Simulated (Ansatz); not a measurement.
# Geometry relaxation of KBr

KBr (Fm-3m, 2 atoms in the cell), computed with DFT PBE, scalar-relativistic, plane waves, PAW, no spin polarisation (Ansatz 0.2.0).

The structure derives from a Materials Project entry.

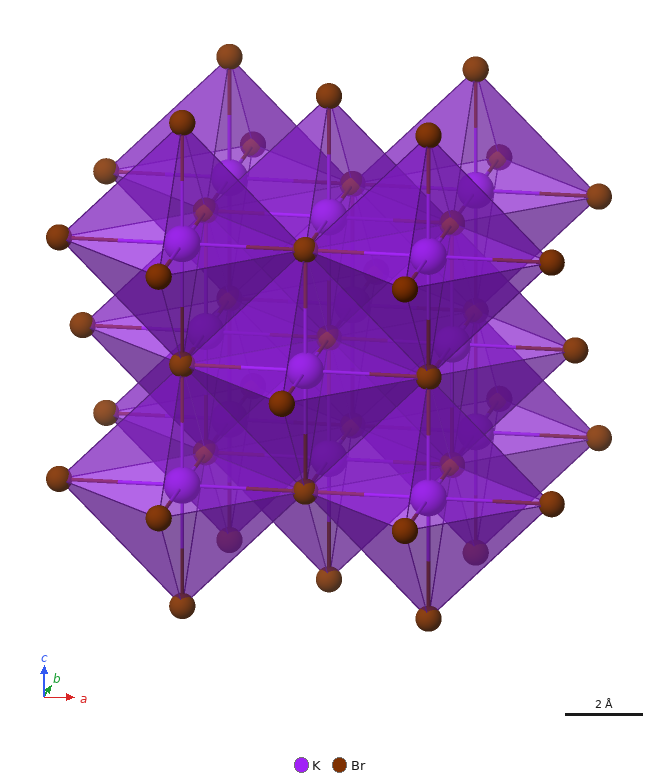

The starting structure (polyhedral view of the cell 4 times as large as that of the calculation, set on its symmetry axes, seen slightly off an axis; polyhedra are completed across the faces of the cell).

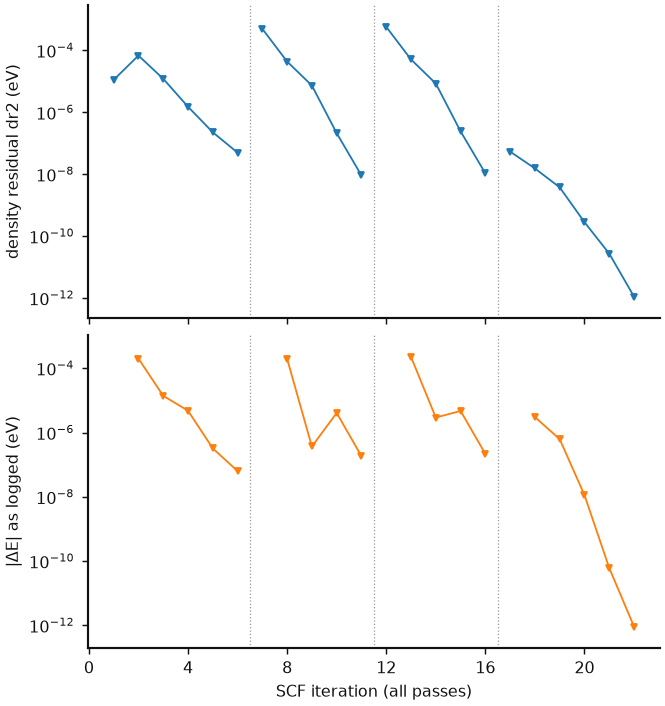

Convergence of the self-consistent field: density residual dr2 and size of the energy change against the SCF iteration. The dotted lines part the SCF passes of the relaxation: geometry steps, rejected trials and re-solves on a re-selected basis. The passes take 6, 5, 5 and 6 iterations.

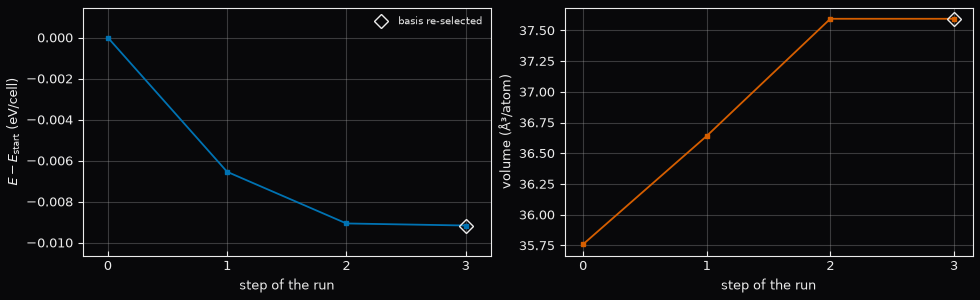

Progress of the relaxation, step by step (the first geometry is step 0 here and step 1 in the log).

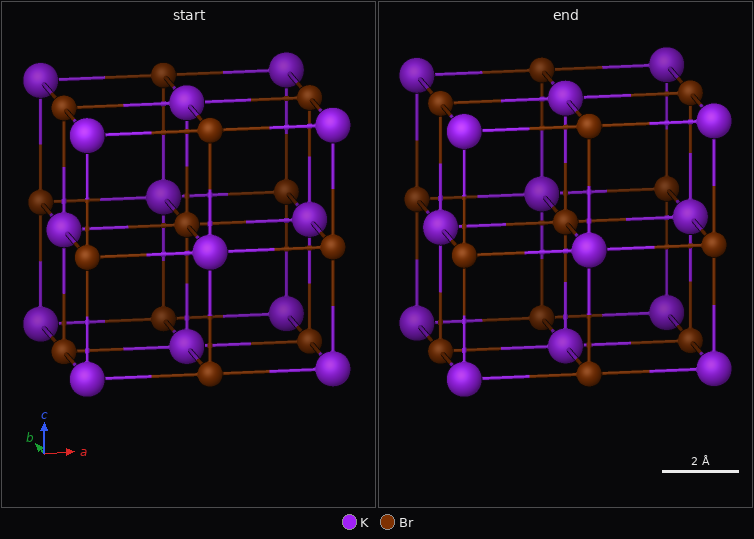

Before (left) and after (right) the relaxation, at one scale (ball-and-stick view of the cell 4 times as large as that of the calculation, set on its symmetry axes, seen slightly off an axis). Over 2 geometry steps the energy falls by 9.1 meV per cell of the calculation. All forces vanish by symmetry, so only the cell relaxes. The pressure goes from 0.80 to 0.03 GPa. No atom moves by more than 0.005 Å relative to the cell. The volume changes by +5.1 %, with a = b = c 6.589 → 6.700 Å (+1.7 %). Among the contacts that change: K1–Br2 3.295 → 3.350 Å. The space group stays Fm-3m (No. 225). A last SCF at the same geometry on a re-selected plane-wave basis shifts the energy by −0.1 meV per cell of the calculation. (Atoms are counted from 1 in the order of the input.)

These pictures come from the run below.

The input:
```yaml
crystal:
  lattice:
    - [0.0, 3.29454097, 3.29454097]
    - [3.29454097, 0.0, 3.29454097]
    - [3.29454097, 3.29454097, 0.0]
  atoms:
    - { symbol: K, position: [0.0, 0.0, 0.0] }
    - { symbol: Br, position: [0.5, 0.5, 0.5] }
basis:
  ecutwfc: 420
kpoints:
  mp_grid: { grid: [6, 6, 6] }
hamiltonian:
  xc: pbe
scf:
  occupations: { method: gaussian, width: 0.02 }
output:
  forces: true
  stress: true
  eigenvalues: true
relax:
  adjacent_minimum: "off"
  f_tol: 0.005
  max_steps: 80
  cell: { stress_tol: 0.05 }
```

Command:
```bash
ansatz run input.yaml --threads 8 --pin off --max-ram 20480MiB --backend cpu --events-out ev --progress --plain --runs-dir out
```

Log:
```
Engine: ansatz 0.2.0, x86_64-unknown-linux-gnu
Pseudopotentials: kind: paw
Pseudopotential: K, paw, valence charge 9, recommended cutoff 420 eV (normal), K.paw.azcp
Pseudopotential: Br, paw, valence charge 7, recommended cutoff 420 eV (normal), Br.paw.azcp
Functional definition: PBE
  parameter kappa = 0.804
  parameter beta = 0.06672455060314922
  exchange = pbe_x(kappa = kappa, mu = beta*pi^2/3)
  correlation = pbe_c(beta = beta)
Crystal: 2 atoms, lattice volume = 71.518 Å³
Basis set: ecut = 420 eV, 1411 PW (Γ), exchange–correlation on 64×64×64 points (8 copies of the dense FFT grid, shifted against one another)
Bands: 12, of which v1, the nominal top of the filled ones, is band 8 counted from 1 (7 counted from 0)
Symmetry: 48 space group operations
Space group: Fm-3m (ITA 225), of the structure as read, at distance tolerance 4.2e-5 Å
k-points: 16 of 216
Non-local potential: K, projectors of the file, l = 0: 3, l = 1: 2, l = 2: 2
Non-local potential: Br, projectors of the file, l = 0: 2, l = 1: 2, l = 2: 2
PAW form: soft (Blöchl's): semilocal exchange-correlation on the pseudo side does not see the compensation charge
PAW one-centre angular grid: K, 110 points (default); XC on 64 Gauss nodes
PAW one-centre angular grid: Br, 110 points (default); XC on 64 Gauss nodes
Initial density: superposition of atomic densities (neutral atoms: chi_scale 0, normalization atom), corrected by the library's trained network
Initial wavefunctions: pseudopotential atomic-orbital guess
Functional: x = pbe(κ = 0.804, μ = 0.2195149727645171), c = pbe(β = 0.06672455060314922)
SCF iter   1: F=—  HF=-4324.495057 eV  |F-HF|=—  |Δ(HF+E_count)|=         —  Δρ=1.73e-4  dr2=1.12e-5  ethr=1.77e-3  ⟨swp⟩=6.8  Hψ=1347  notcnv=0
preconditioner: auto → none  [insulator: Δε(μ)=4.439 eV  Ē_g=14.781 eV  σ=0.020 eV  W_gap=1.00  n_scr=14 (ndim 8)  ℏωp=16.4 eV  f_vac=0.054  D(μ)=0.00/eV (n_scr^D=0)  ε∞_Penn≈2.2]
SCF iter   2: F=—  HF=-4324.494857 eV  |F-HF|=—  |Δ(HF+E_count)|=   2.01e-4  Δρ=2.31e-4  dr2=6.84e-5  ethr=7.03e-8  ⟨swp⟩=3.4  Hψ=614  notcnv=0
SCF iter   3: F=—  HF=-4324.494843 eV  |F-HF|=—  |Δ(HF+E_count)|=   1.39e-5  Δρ=1.04e-4  dr2=1.22e-5  ethr=7.03e-8  ⟨swp⟩=2.0  Hψ=304  notcnv=0
SCF iter   4: F=—  HF=-4324.494847 eV  |F-HF|=—  |Δ(HF+E_count)|=   4.79e-6  Δρ=3.57e-5  dr2=1.52e-6  ethr=7.03e-8  ⟨swp⟩=2.0  Hψ=304  notcnv=0
SCF iter   5: F=—  HF=-4324.494847 eV  |F-HF|=—  |Δ(HF+E_count)|=   3.22e-7  Δρ=1.38e-5  dr2=2.27e-7  ethr=9.47e-9  ⟨swp⟩=2.0  Hψ=239  notcnv=0
SCF iter   6: F=-4324.494847 eV  HF=-4324.494847 eV  |F-HF|=4.20e-8  |Δ(HF+E_count)|=   6.34e-8  Δρ=6.38e-6  dr2=4.99e-8  ethr=6.25e-10  ⟨swp⟩=4.6  Hψ=672  notcnv=0
SCF 1 converged in 6 iterations: F = -4324.494847 eV  dr2 = 4.99e-8
  greatest PAW one-centre occupation: 0.987 electrons in one spin orbital (limit 2), on the K atom at site 0 (counted from 0), in its partial waves of l = 0
relax step   1: F+E_penalty+E_count = -4324.49484702 eV  Δ(F+E_penalty+E_count) = +0.000e0 eV  max|allowed force component| = 3.501e-30 eV/Å  Δτ_max = 0.0000 Å  P = +0.802 GPa  Ω = 71.518 Å³  (6 SCF iters, dr2 threshold 1.00e-7 eV, accepted)
Crystal: 2 atoms, lattice volume = 73.281 Å³
Basis set: ecut = 420 eV, 1459 PW (Γ), exchange–correlation on 64×64×64 points (8 copies of the dense FFT grid, shifted against one another)
Initial density: handed on by an earlier stage of this run
Initial wavefunctions: those handed on with the density
iter 1 solved again at ethr=2.51e-6 eV; its pass at ethr=3.10e-3 eV (dr2=4.01e-4 eV) is discarded
SCF iter   1: F=—  HF=-4324.501585 eV  |F-HF|=—  |Δ(HF+E_count)|=         —  Δρ=5.14e-4  dr2=5.01e-4  ethr=2.51e-6  ⟨swp⟩=2.4  Hψ=1585  notcnv=0
preconditioner: auto → none  [insulator: Δε(μ)=4.410 eV  Ē_g=14.738 eV  σ=0.020 eV  W_gap=1.00  n_scr=14 (ndim 8)  ℏωp=16.2 eV  f_vac=0.079  D(μ)=0.00/eV (n_scr^D=0)  ε∞_Penn≈2.2]
SCF iter   2: F=—  HF=-4324.501388 eV  |F-HF|=—  |Δ(HF+E_count)|=   1.97e-4  Δρ=2.37e-4  dr2=4.39e-5  ethr=2.51e-6  ⟨swp⟩=2.0  Hψ=351  notcnv=0
SCF iter   3: F=—  HF=-4324.501387 eV  |F-HF|=—  |Δ(HF+E_count)|=   3.68e-7  Δρ=9.95e-5  dr2=7.35e-6  ethr=2.74e-7  ⟨swp⟩=2.8  Hψ=317  notcnv=0
SCF iter   4: F=—  HF=-4324.501391 eV  |F-HF|=—  |Δ(HF+E_count)|=   4.08e-6  Δρ=1.28e-5  dr2=2.13e-7  ethr=4.59e-8  ⟨swp⟩=2.8  Hψ=322  notcnv=0
SCF iter   5: F=-4324.501392 eV  HF=-4324.501391 eV  |F-HF|=2.33e-8  |Δ(HF+E_count)|=   1.84e-7  Δρ=3.58e-6  dr2=9.13e-9  ethr=1.25e-9  ⟨swp⟩=5.6  Hψ=927  notcnv=0
SCF 2 converged in 5 iterations: F = -4324.501392 eV  dr2 = 9.13e-9
relax step   2: F+E_penalty+E_count = -4324.50139151 eV  Δ(F+E_penalty+E_count) = -6.544e-3 eV  max|allowed force component| = 2.150e-29 eV/Å  Δτ_max = 0.0000 Å  P = +0.407 GPa  Ω = 73.281 Å³  energy of the carried Pulay correction = -5.955e-5 eV  (5 SCF iters, dr2 threshold 2.00e-7 eV, accepted)
Crystal: 2 atoms, lattice volume = 75.189 Å³
iter 1 solved again at ethr=2.87e-6 eV; its pass at ethr=3.10e-3 eV (dr2=4.60e-4 eV) is discarded
SCF iter   1: F=—  HF=-4324.504134 eV  |F-HF|=—  |Δ(HF+E_count)|=         —  Δρ=5.41e-4  dr2=5.80e-4  ethr=2.87e-6  ⟨swp⟩=2.0  Hψ=1578  notcnv=0
preconditioner: auto → none  [insulator: Δε(μ)=4.345 eV  Ē_g=14.687 eV  σ=0.020 eV  W_gap=1.00  n_scr=14 (ndim 8)  ℏωp=16.0 eV  f_vac=0.084  D(μ)=0.00/eV (n_scr^D=0)  ε∞_Penn≈2.2]
SCF iter   2: F=—  HF=-4324.503908 eV  |F-HF|=—  |Δ(HF+E_count)|=   2.26e-4  Δρ=2.51e-4  dr2=5.12e-5  ethr=2.87e-6  ⟨swp⟩=2.0  Hψ=351  notcnv=0
SCF iter   3: F=—  HF=-4324.503905 eV  |F-HF|=—  |Δ(HF+E_count)|=   2.93e-6  Δρ=1.05e-4  dr2=8.54e-6  ethr=3.20e-7  ⟨swp⟩=2.9  Hψ=318  notcnv=0
SCF iter   4: F=—  HF=-4324.503909 eV  |F-HF|=—  |Δ(HF+E_count)|=   4.70e-6  Δρ=1.35e-5  dr2=2.43e-7  ethr=5.34e-8  ⟨swp⟩=2.8  Hψ=322  notcnv=0
SCF iter   5: F=-4324.503910 eV  HF=-4324.503910 eV  |F-HF|=2.75e-8  |Δ(HF+E_count)|=   2.17e-7  Δρ=3.77e-6  dr2=1.07e-8  ethr=1.25e-9  ⟨swp⟩=5.5  Hψ=928  notcnv=0
SCF 3 converged in 5 iterations: F = -4324.503910 eV  dr2 = 1.07e-8
relax step   3: F+E_penalty+E_count = -4324.50390973 eV  Δ(F+E_penalty+E_count) = -2.518e-3 eV  max|allowed force component| = 6.179e-30 eV/Å  Δτ_max = 0.0000 Å  P = +0.036 GPa  Ω = 75.189 Å³  energy of the carried Pulay correction = -1.224e-4 eV  (5 SCF iters, dr2 threshold 2.00e-7 eV, accepted)
Initial wavefunctions: pseudopotential atomic-orbital guess (no wavefunctions were taken with the density)
iter 1 solved again at ethr=1.28e-6 eV; its pass at ethr=3.10e-3 eV (dr2=2.04e-4 eV) is discarded
SCF iter   1: F=—  HF=-4324.504012 eV  |F-HF|=—  |Δ(HF+E_count)|=         —  Δρ=2.14e-5  dr2=5.38e-8  ethr=1.28e-6  ⟨swp⟩=3.2  Hψ=1827  notcnv=0
eigensolver tolerance schedule: the retry pair's looser diagonalisation over-reported the residual by 3793.75 of it (diagonalisation noise at an unbounded share of the residual, at the tolerance the schedule requests for it); recorded, not acted on — ethr = c·dr2/N_el stays at c = 1.0e-1
preconditioner: auto → none  [insulator: Δε(μ)=4.317 eV  Ē_g=14.685 eV  σ=0.020 eV  W_gap=1.00  n_scr=14 (ndim 8)  ℏωp=16.0 eV  f_vac=0.084  D(μ)=0.00/eV (n_scr^D=0)  ε∞_Penn≈2.2]
SCF iter   2: F=—  HF=-4324.504009 eV  |F-HF|=—  |Δ(HF+E_count)|=   3.03e-6  Δρ=1.13e-5  dr2=1.54e-8  ethr=3.36e-10  ⟨swp⟩=3.1  Hψ=405  notcnv=0
SCF iter   3: F=—  HF=-4324.504010 eV  |F-HF|=—  |Δ(HF+E_count)|=   6.22e-7  Δρ=2.53e-6  dr2=3.76e-9  ethr=9.61e-11  ⟨swp⟩=2.0  Hψ=320  notcnv=0
SCF iter   4: F=—  HF=-4324.504010 eV  |F-HF|=—  |Δ(HF+E_count)|=   1.13e-8  Δρ=7.90e-7  dr2=2.82e-10  ethr=2.35e-11  ⟨swp⟩=2.7  Hψ=306  notcnv=0
SCF iter   5: F=—  HF=-4324.504010 eV  |F-HF|=—  |Δ(HF+E_count)|=  6.09e-11  Δρ=1.43e-7  dr2=2.71e-11  ethr=1.76e-12  ⟨swp⟩=2.0  Hψ=276  notcnv=0
SCF iter   6: F=-4324.504010 eV  HF=-4324.504010 eV  |F-HF|=2.73e-12  |Δ(HF+E_count)|=  9.09e-13  Δρ=3.90e-8  dr2=1.11e-12  ethr=1.00e-12  ⟨swp⟩=6.0  Hψ=785  notcnv=0
SCF 4 converged in 6 iterations: F = -4324.504010 eV  dr2 = 1.11e-12
relax step   4: F+E_penalty+E_count = -4324.50400992 eV  Δ(F+E_penalty+E_count) = -1.002e-4 eV  max|allowed force component| = 8.382e-30 eV/Å  Δτ_max = 0.0000 Å  P = +0.034 GPa  Ω = 75.189 Å³  stress off target by 3.39e-2 GPa  SCF on the basis re-selected at this cell (its energy is not comparable with the rows above)  (6 SCF iters)
basis re-selected at this cell: Δ(F+E_penalty+E_count) = -1.002e-4 eV, ΔP = -0.002 GPa vs the last step (what re-selecting the basis moved, of the pressure what is left beyond the Pulay correction that the steps carried, after the strain that the cell walked since its last selection, with what the two solves' SCF thresholds leave and, on support functions, any second-order correction that the steps lacked; it is no measure of the basis error at this ecutwfc). This SCF's stress stands 3.39e-2 GPa from its target on what of the cell is left free (relax.cell.stress_tol is 5.00e-2 GPa) and its largest allowed force component is 8.38e-30 eV/Å (relax.f_tol is 5.00e-3 eV/Å): within both
SCF converged after 6 iterations
Free energy (F): -4324.504010 eV
Harris-Foulkes:  -4324.504010 eV  (|F-HF|=2.73e-12)
Internal energy: -4324.504010 eV  (E = F + TS)
E sigma→0 (E₀):  -4324.504010 eV
Fermi energy:    2.931424 eV
--- Per-component energies (eV) ---
  E_band       = -138.691797
  E_kinetic    = 387.956601
  E_local      = -857.090757  (includes V_loc(G=0)·N_el)
  E_nonlocal   = 82.774443
  E_hartree    = 278.677127
  E_xc         = -400.404872
  E_vxc        = -269.349630  (∫ρ·V_xc dr)
  E_paw        = -3028.363083  (= ΣΔE_a)
  E_vpaw       = -40.336732  (= ΣTr[D̂ρ^β])
  E_aug_tail   = -0.000004  (compensation charges beyond the density's cutoff)
  E_ewald      = -788.053466
  E_smearing   = -0.000000  (= −TS)
  E_closure    = 0.000000  (closes the sum)
  Σ components = -4324.504010   (vs F -4324.504010, Δ=0.00e0)
--- Forces (eV/Å), atoms counted from 1 ---
  atom   1  K     -0.00000000     0.00000000    -0.00000000
  atom   2  Br     0.00000000    -0.00000000    -0.00000000
  max |Σ_I F_I| component: 1.58e-29 eV/Å
--- Stress (GPa, compression-positive) ---
        0.033880      -0.000000      -0.000000
       -0.000000       0.033880      -0.000000
       -0.000000      -0.000000       0.033880
  P = ⅓ Tr σ = 0.0339 GPa (0.339 kbar)
--- Band table (eV; the first three rows and the last of 16) ---
  k-point 0: bands = ["-27.1015", "-11.4666", "-10.5758", "-10.5758", "-10.5758", "0.7727", "0.7727", "0.7727", "5.0900", "8.3631", "8.3631", "8.3631"]
  k-point 1: bands = ["-27.1004", "-11.5154", "-10.5770", "-10.5770", "-10.5120", "0.4354", "0.6938", "0.6938", "5.7183", "8.2140", "8.6715", "8.6715"]
  k-point 2: bands = ["-27.0983", "-11.5980", "-10.5795", "-10.5795", "-10.3988", "-0.0960", "0.5448", "0.5448", "6.8336", "8.3855", "9.4932", "9.4932"]
  k-point 15: bands = ["-27.0959", "-11.4506", "-10.6392", "-10.6167", "-10.5146", "0.1083", "0.3346", "0.3526", "7.3669", "8.5127", "8.9459", "9.8274"]
--- Relaxed structure (3 steps of the walk, 3 accepted, 1 SCFs on fresh bases) ---
  F+E_penalty+E_count = -4324.50400992 eV   max|allowed force component| = 8.382e-30 eV/Å   (the final SCF, on the basis selected at the relaxed cell)
  cell:  # Å, volume = 75.1885 Å³
    - [1.7515341363078591e-34, 3.3499672376496434, 3.3499672376496434]
    - [3.3499672376496434, -6.146292514680304e-34, 3.3499672376496434]
    - [3.3499672376496434, 3.3499672376496434, -1.1974124277304634e-33]
  atoms:
    - { symbol: K, position: [3.349168743281902e-36, -1.2178795431018243e-36, -7.916217029630184e-36] }
    - { symbol: Br, position: [0.5, 0.5, 0.5] }
```

Trajectory as extended XYZ (Å, eV, eV/Å), 4 frames, from step=1 to step=4:
```
2
Lattice="0.0000 3.2945 3.2945 3.2945 0.0000 3.2945 3.2945 3.2945 0.0000" Properties=species:S:1:pos:R:3:forces:R:3 step=1 energy=-4324.49485 pressure_GPa=0.80
K     0.0000    0.0000    0.0000    0.0000   0.0000   0.0000
Br    3.2945    3.2945    3.2945    0.0000   0.0000   0.0000
2
Lattice="0.0000 3.3214 3.3214 3.3214 0.0000 3.3214 3.3214 3.3214 0.0000" Properties=species:S:1:pos:R:3:forces:R:3 step=2 energy=-4324.50139 pressure_GPa=0.41
K     0.0000    0.0000    0.0000    0.0000   0.0000   0.0000
Br    3.3214    3.3214    3.3214    0.0000   0.0000   0.0000
2
Lattice="0.0000 3.3500 3.3500 3.3500 0.0000 3.3500 3.3500 3.3500 0.0000" Properties=species:S:1:pos:R:3:forces:R:3 step=3 energy=-4324.50391 pressure_GPa=0.04
K     0.0000    0.0000    0.0000    0.0000   0.0000   0.0000
Br    3.3500    3.3500    3.3500    0.0000   0.0000   0.0000
2
Lattice="0.0000 3.3500 3.3500 3.3500 0.0000 3.3500 3.3500 3.3500 0.0000" Properties=species:S:1:pos:R:3:forces:R:3 step=4 energy=-4324.50401 pressure_GPa=0.03
K     0.0000    0.0000    0.0000    0.0000   0.0000   0.0000
Br    3.3500    3.3500    3.3500    0.0000   0.0000   0.0000
```

Summary:

```tsv
quantity	value
outcome	converged
space group (tolerance 0.01 Å)	Fm-3m (225)
electrons treated	16
free energy	−4324.5040 eV
Fermi energy	2.931 eV
gap on the k-point mesh	4.32 eV
pressure	0.03 GPa
final volume	75.19 Å³
largest force (length of the vector) at the end	under 0.001 eV/Å
final cell	a = 4.738 Å, b = 4.738 Å, c = 4.738 Å, α = 60.00°, β = 60.00°, γ = 60.00°
hardware	8 threads of Intel Xeon @ 2.70GHz, 189 GiB of memory available, shared host
wall time	3.1 s (CPU time 9.5 s)
peak memory	0.39 GiB
```
